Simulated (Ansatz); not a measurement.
# Run report: NaI, single-point calculation

NaI (Fm-3m, 2 atoms in the cell), computed with DFT PBE, scalar-relativistic, plane waves, PAW, no spin polarisation (Ansatz 0.2.0).

The structure derives from an entry of the Crystallography Open Database. Figures and captions count atoms from 1; the log counts them from 0 in places.

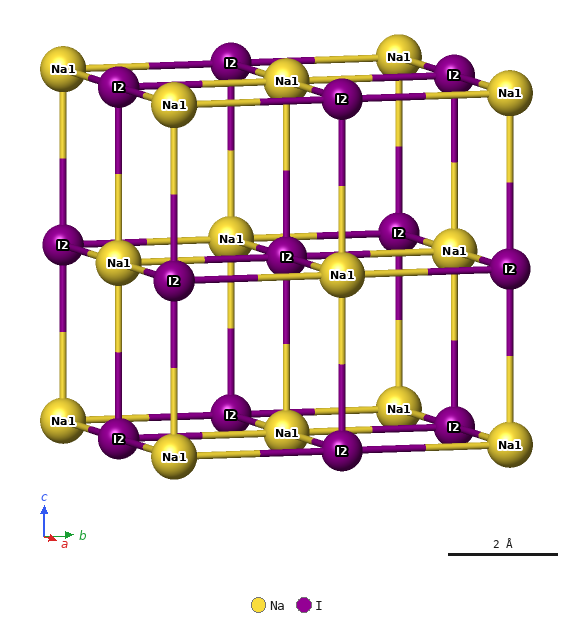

*The structure as given in the input (ball-and-stick view of the cell 4 times as large as that of the calculation, set on its symmetry axes, seen slightly off an axis; atoms are numbered from 1 in the order of the input). An atom can appear more than once, as a periodic image.*

Near neighbours in the periodic cell (some may lie outside the picture): Na has 6 I at 3.26 Å; I has 6 Na at 3.26 Å.

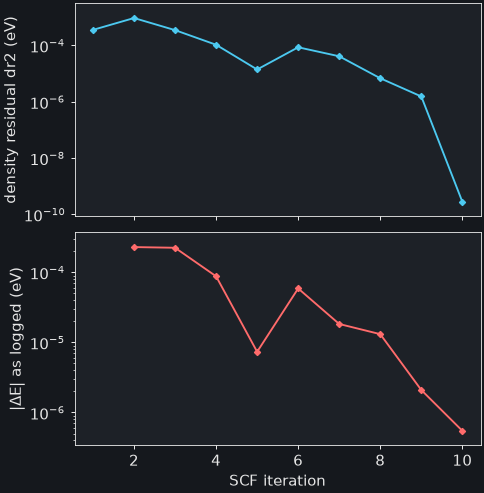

*Convergence of the self-consistent field: density residual dr2 and size of the energy change against the SCF iteration.*

The residual falls unevenly and jumps up by a factor of two or more 2 times on the way down.

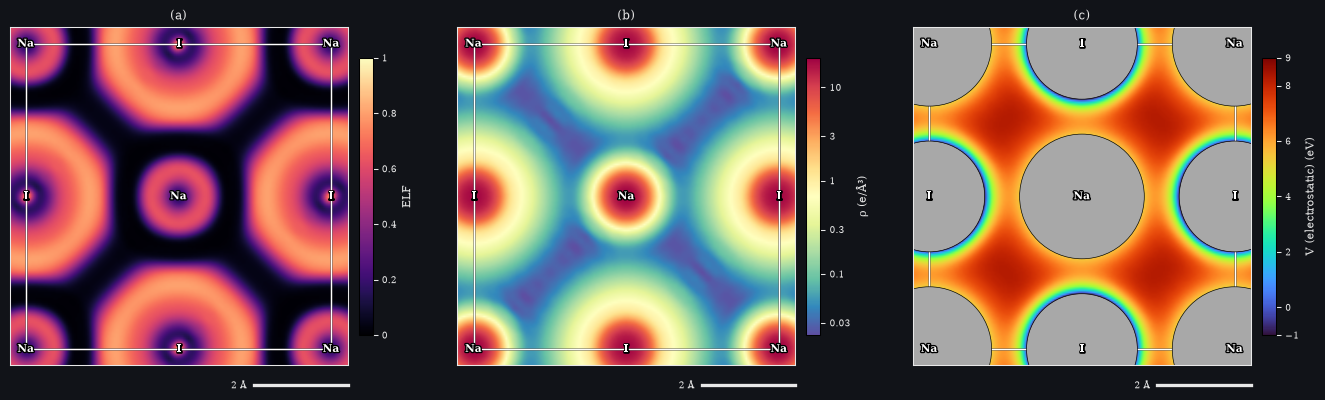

*(a) electron localisation function; (b) valence electron density; (c) electrostatic potential energy of an electron on the (001) plane of the conventional cell. Grey discs, where drawn, cover atomic cores.*

The section cuts through Na and I sites. Na–I (3.26 Å): ρ is about 0.12 e/Å³ halfway, with its minimum of 0.06 e/Å³ about 1.2 Å from Na; the ELF is about 0.65 at the midpoint, which marks two separate closed shells. Away from the nuclei the density in this plane falls to 0.02 e/Å³ at its lowest. The strong features right at Na lie inside the PAW spheres (semicore, d or f shells) and say nothing about bonding. Outside the cores the potential energy rises away from the atoms and is highest about 2.3 Å from the nearest atoms; outside the discs it spans about 9 eV, and its zero is arbitrary. The fields are those of the smooth PAW valence density.

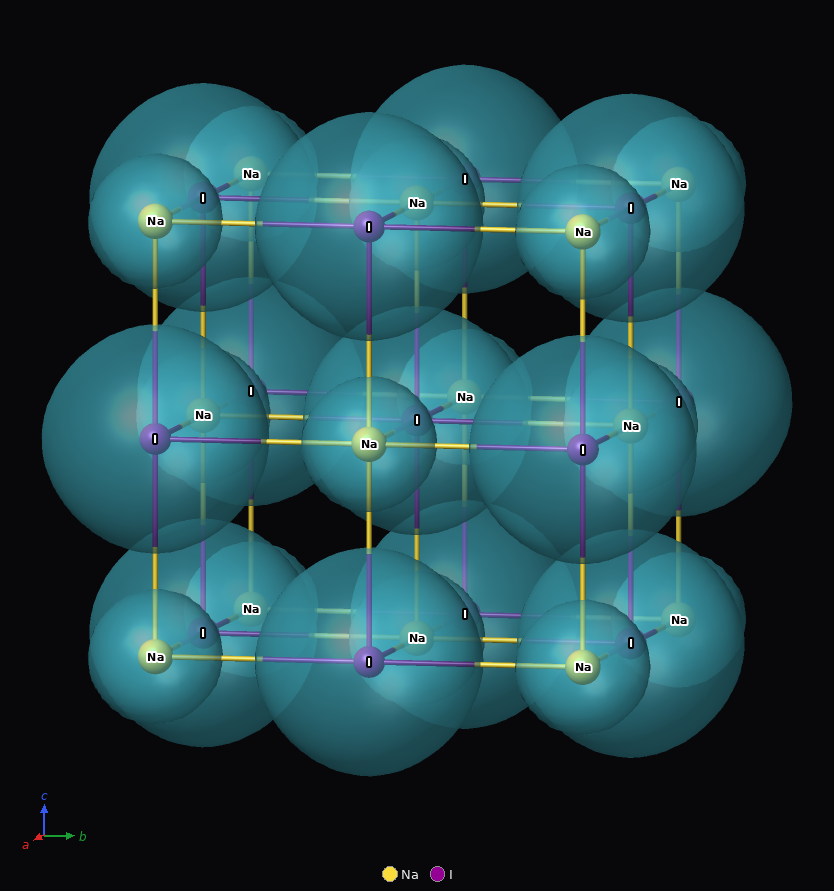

*Isosurface of the valence pseudo-density at 0.1 e/Å³ (cyan), seen slightly off an axis. Sticks mark near contacts. The outline is the cell set on symmetry axes.*

At this value the density breaks into separate islands; it holds about 95 % of the electrons treated as valence (semicore included). It is pinched off along the Na–I (3.26 Å) contacts. On the grid the lowest density along these lines, outside the cores, is 0.06 e/Å³ (Na–I, 3.26 Å).

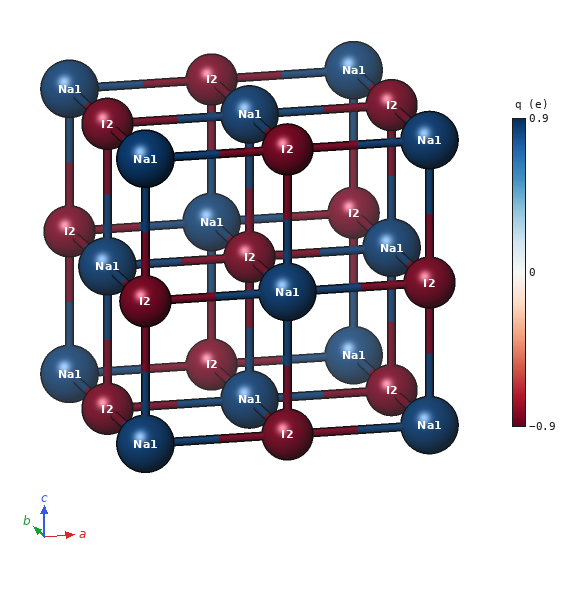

*Bader charges, as the colour of each atom (ball-and-stick view of the cell 4 times as large as that of the calculation, set on its symmetry axes, seen slightly off an axis; atoms are numbered from 1 in the order of the input).*

By element: Na +0.86 and I −0.86 e.

These pictures come from the run below.

Input:
```yaml
crystal:
  lattice:
    - [0.0, 3.2645370669, 3.2645370669]
    - [3.2645370669, 0.0, 3.2645370669]
    - [3.2645370669, 3.2645370669, 0.0]
  atoms:
    - { symbol: Na, position: [0.0, 0.0, 0.0] }
    - { symbol: I, position: [0.5, 0.5, 0.5] }
basis:
  ecutwfc: 420
  ecutrho_ratio: 4
kpoints:
  mp_grid: { grid: [10, 10, 10] }
  band_path:
    path:
      - [[0.0, 0.0, 0.0], [0.5, 0.0, 0.5], [0.625, 0.25, 0.625]]
      - [[0.375, 0.375, 0.75], [0.0, 0.0, 0.0], [0.5, 0.5, 0.5], [0.5, 0.25, 0.75], [0.5, 0.0, 0.5]]
    npoints: 14
hamiltonian:
  xc: pbe
scf:
  occupations: { method: gaussian, width: 0.05 }
  n_extra_bands: 11
output:
  forces: true
  stress: true
  eigenvalues: true
  populations: true
  dos: { projected: true, de: 0.02, nscf_kmesh: { grid: [15, 15, 15] } }
  bader: true
  write_density: true
  write_potential: true
  elf: true
  volumetric_format: npy
```

Launch command:
```bash
ansatz run input.yaml --threads 4 --pin off --max-ram 7168MiB --backend cpu --events-out ev --progress --plain --runs-dir out
```

Log:
```
scf.n_extra_bands = 11 over 13 filled bands (N_el = 26.0): the run solves 24 bands
Engine: ansatz 0.2.0, aarch64-unknown-linux-gnu
Pseudopotentials: kind: paw
Pseudopotential: Na, paw, valence charge 9, recommended cutoff 420 eV (normal), Na.paw.azcp
Pseudopotential: I, paw, valence charge 17, recommended cutoff 420 eV (normal), I.paw.azcp
Functional definition: PBE
  parameter kappa = 0.804
  parameter beta = 0.06672455060314922
  exchange = pbe_x(kappa = kappa, mu = beta*pi^2/3)
  correlation = pbe_c(beta = beta)
Crystal: 2 atoms, lattice volume = 69.582 Å³
Basis set: ecut = 420 eV, 1363 PW (Γ), exchange–correlation on 64×64×64 points (8 copies of the dense FFT grid, shifted against one another)
Bands: 24, of which v1, the nominal top of the filled ones, is band 13 counted from 1 (12 counted from 0)
Symmetry: 48 space group operations
Space group: Fm-3m (ITA 225), of the structure as read, at distance tolerance 4.1e-5 Å
k-points: 47 of 1000
Non-local potential: Na, projectors of the file, l = 0: 3, l = 1: 2, l = 2: 1
Non-local potential: I, projectors of the file, l = 0: 2, l = 1: 2, l = 2: 2, l = 3: 2
PAW form: soft (Blöchl's): semilocal exchange-correlation on the pseudo side does not see the compensation charge
PAW one-centre angular grid: Na, 110 points (default); XC on 64 Gauss nodes
PAW one-centre angular grid: I, 590 points (default); XC on 64 Gauss nodes
Initial density: superposition of atomic densities (neutral atoms: chi_scale 0, normalization atom), corrected by the library's trained network
Initial wavefunctions: pseudopotential atomic-orbital guess
Functional: x = pbe(κ = 0.804, μ = 0.2195149727645171), c = pbe(β = 0.06672455060314922)
SCF iter   1: F=—  HF=-9001.885052 eV  |F-HF|=—  |Δ(HF+E_count)|=         —  Δρ=4.84e-4  dr2=3.58e-4  ethr=1.77e-3  ⟨swp⟩=6.0  Hψ=6004  notcnv=0  defer=3
preconditioner: auto → none  [insulator: Δε(μ)=3.574 eV  Ē_g=14.348 eV  σ=0.050 eV  W_gap=1.00  n_scr=14 (ndim 8)  ℏωp=12.6 eV  f_vac=0.081  D(μ)=0.00/eV (n_scr^D=0)  ε∞_Penn≈1.8]
SCF iter   2: F=—  HF=-9001.885280 eV  |F-HF|=—  |Δ(HF+E_count)|=   2.29e-4  Δρ=7.52e-4  dr2=9.45e-4  ethr=1.38e-6  ⟨swp⟩=2.9  Hψ=2331  notcnv=0  defer=12
SCF iter   3: F=—  HF=-9001.885056 eV  |F-HF|=—  |Δ(HF+E_count)|=   2.24e-4  Δρ=4.57e-4  dr2=3.51e-4  ethr=1.38e-6  ⟨swp⟩=2.0  Hψ=1049  notcnv=0  defer=12
SCF iter   4: F=—  HF=-9001.884968 eV  |F-HF|=—  |Δ(HF+E_count)|=   8.77e-5  Δρ=2.55e-4  dr2=1.06e-4  ethr=1.35e-6  ⟨swp⟩=1.1  Hψ=888  notcnv=0  defer=12
SCF iter   5: F=—  HF=-9001.884961 eV  |F-HF|=—  |Δ(HF+E_count)|=   7.34e-6  Δρ=1.00e-4  dr2=1.40e-5  ethr=4.08e-7  ⟨swp⟩=2.0  Hψ=1440  notcnv=0  defer=12
SCF iter   6: F=—  HF=-9001.885020 eV  |F-HF|=—  |Δ(HF+E_count)|=   5.88e-5  Δρ=2.26e-4  dr2=8.63e-5  ethr=5.39e-8  ⟨swp⟩=2.4  Hψ=1421  notcnv=0  defer=12
SCF iter   7: F=—  HF=-9001.885001 eV  |F-HF|=—  |Δ(HF+E_count)|=   1.83e-5  Δρ=1.55e-4  dr2=4.13e-5  ethr=5.39e-8  ⟨swp⟩=2.0  Hψ=1064  notcnv=0  defer=12
SCF iter   8: F=—  HF=-9001.884988 eV  |F-HF|=—  |Δ(HF+E_count)|=   1.31e-5  Δρ=6.36e-5  dr2=6.83e-6  ethr=5.39e-8  ⟨swp⟩=2.0  Hψ=1064  notcnv=0  defer=12
SCF iter   9: F=—  HF=-9001.884986 eV  |F-HF|=—  |Δ(HF+E_count)|=   2.09e-6  Δρ=3.00e-5  dr2=1.54e-6  ethr=2.63e-8  ⟨swp⟩=1.9  Hψ=971  notcnv=0  defer=12
SCF iter  10: F=-9001.884986 eV  HF=-9001.884986 eV  |F-HF|=4.73e-11  |Δ(HF+E_count)|=   5.47e-7  Δρ=1.05e-6  dr2=2.79e-10  ethr=3.85e-10  ⟨swp⟩=11.1  Hψ=7237  notcnv=0
SCF 1 converged in 10 iterations: F = -9001.884986 eV  dr2 = 2.79e-10
  greatest PAW one-centre occupation: 0.999 electrons in one spin orbital (limit 2), on the Na atom at site 0 (counted from 0), in its partial waves of l = 0
NSCF: frozen V_eff on 86 k-points
NSCF: frozen V_eff on 120 k-points
SCF converged after 10 iterations
Free energy (F): -9001.884986 eV
Harris-Foulkes:  -9001.884986 eV  (|F-HF|=4.73e-11)
Internal energy: -9001.884986 eV  (E = F + TS)
E sigma→0 (E₀):  -9001.884986 eV
Fermi energy:    4.587754 eV
--- Per-component energies (eV) ---
  E_band       = -620.143799
  E_kinetic    = 309.586841
  E_local      = -3383.248163  (includes V_loc(G=0)·N_el)
  E_nonlocal   = 24.917686
  E_hartree    = 1532.775082
  E_xc         = -167.191055
  E_vxc        = -178.887550  (∫ρ·V_xc dr)
  E_paw        = -5080.335639  (= ΣΔE_a)
  E_vpaw       = -458.062251  (= ΣTr[D̂ρ^β])
  E_aug_tail   = -0.000045  (compensation charges beyond the density's cutoff)
  E_ewald      = -2238.389693
  E_smearing   = -0.000000  (= −TS)
  E_closure    = -0.000000  (closes the sum)
  Σ components = -9001.884986   (vs F -9001.884986, Δ=0.00e0)
--- Forces (eV/Å), atoms counted from 1 ---
  atom   1  Na    -0.00000000     0.00000000    -0.00000000
  atom   2  I      0.00000000    -0.00000000     0.00000000
  max |Σ_I F_I| component: 4.13e-29 eV/Å
--- Stress (GPa, compression-positive) ---
        0.000163      -0.000000       0.000000
        0.000000       0.000163      -0.000000
       -0.000000       0.000000       0.000163
  P = ⅓ Tr σ = 0.0002 GPa (0.002 kbar)
--- Band table (eV; the first three rows and the last of 47) ---
  k-point 0: bands = ["-47.7565", "-40.2242", "-40.2242", "-40.2210", "-40.2210", "-40.2210", "-19.6693", "-19.6693", "-19.6693", "-8.1528", "2.7991", "2.7991", "2.7991", "6.3756", "10.7578", "10.7578", "10.7578", "12.5688", "12.5688", "13.2044", "14.1876", "14.1876", "14.1876", "18.7401"]
  k-point 1: bands = ["-47.7565", "-40.2242", "-40.2242", "-40.2210", "-40.2210", "-40.2210", "-19.6698", "-19.6694", "-19.6694", "-8.1270", "2.5006", "2.7717", "2.7717", "6.7205", "10.4822", "10.8622", "10.8622", "12.2219", "12.2219", "13.6469", "14.1488", "14.8228", "14.8228", "19.1635"]
  k-point 2: bands = ["-47.7565", "-40.2242", "-40.2242", "-40.2210", "-40.2209", "-40.2209", "-19.6709", "-19.6694", "-19.6694", "-8.0579", "1.8808", "2.7023", "2.7023", "7.3942", "10.2064", "10.9018", "10.9018", "12.0839", "12.0839", "13.3482", "15.4005", "16.0783", "16.0783", "19.9289"]
  k-point 46: bands = ["-47.7565", "-40.2242", "-40.2241", "-40.2209", "-40.2209", "-40.2208", "-19.6721", "-19.6715", "-19.6709", "-7.7858", "1.2995", "1.6324", "1.9285", "8.3720", "9.6738", "10.8865", "10.9426", "14.3834", "14.9242", "15.4063", "16.1998", "18.2151", "18.8219", "19.1741"]
--- Löwdin populations: 2 sites ---
  site symbol       q [e]
     0     Na      8.3636
     1      I     17.5965
  spilling = 0.001536 (of n_electrons = 26.000000)
--- Bader charges: 2 sites ---
  site symbol  charge [e]  shift [e]
     0     Na      0.8554     0.0000
     1      I     -0.8554     0.0000
  estimated error of the sums over rays = 5.3e-5 e
```

File bader_charges.tsv:
```
# site	symbol	x_ang	y_ang	z_ang	partial_charge_e	electrons	volume_ang3	relative_density_drop	shared_charge_e	partial_wave_shift_e
# quadrature_error_electrons = 5.3e-5
0	Na	0.0000	0.0000	0.0000	0.85540	10.14460	11.01	-	0.85540	0.00000
1	I	3.2645	3.2645	3.2645	-0.85540	53.85540	58.57	-	-0.85540	0.00000
```

File populations.tsv:
```
# site	symbol	l	j	q
# orbitals = lowdin
# n_electrons = 26.000000
# spilling = 0.001536
0	Na	0_2S	-	1.997316
0	Na	0_3S	-	0.366726
0	Na	1_2P	-	5.999562
1	I	0_5S	-	1.914544
1	I	1_5P	-	5.682244
1	I	2_4D	-	9.999663
```

Summary:

```tsv
quantity	value
outcome	converged
space group (tolerance 0.01 Å)	Fm-3m (225)
electrons treated	26
free energy	−9001.8850 eV
Fermi energy	4.588 eV
gap on the k-point mesh	3.58 eV
gap on the band path	3.58 eV
pressure	0.00 GPa
largest force (length of the vector)	under 0.001 eV/Å
hardware	4 threads of Arm Neoverse V2, 24 GiB of memory available, shared host
wall time	6 s (CPU time 22 s)
peak memory	0.39 GiB
```
